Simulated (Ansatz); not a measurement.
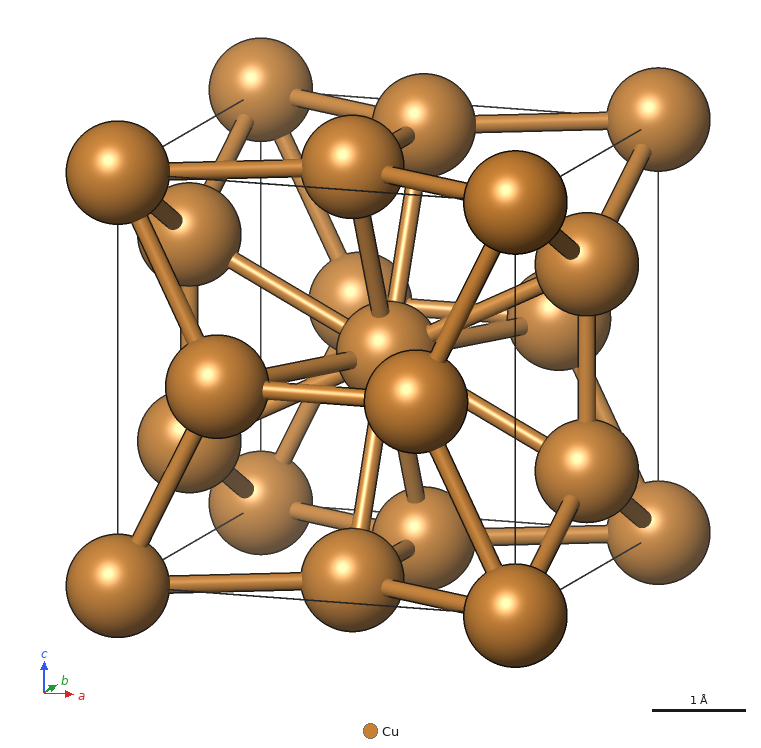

Structure drawing (ball-and-stick), viewed slightly off an axis. The lines enclose the conventional unit cell; boundary atoms appear with their images.

Bond cut-offs: Cu–Cu up to 2.54 Å (cut-off distances).

What is the number of atoms per cell?

8 (copper), counting shared atoms by their share.

Give the crystal system and centring.

Primitive cubic.

Name the space group.

Pm-3n (No. 223), with Cu on 2a and Cu on 6c.

Name the structure type.

Β-tungsten (A15) type.

The structure was taken from a textbook structure type filled with this element (whether it is the usual form wasn't checked). The geometry was optimised with DFT r2SCAN, scalar-relativistic, plane waves, PAW in Ansatz 0.2.0.
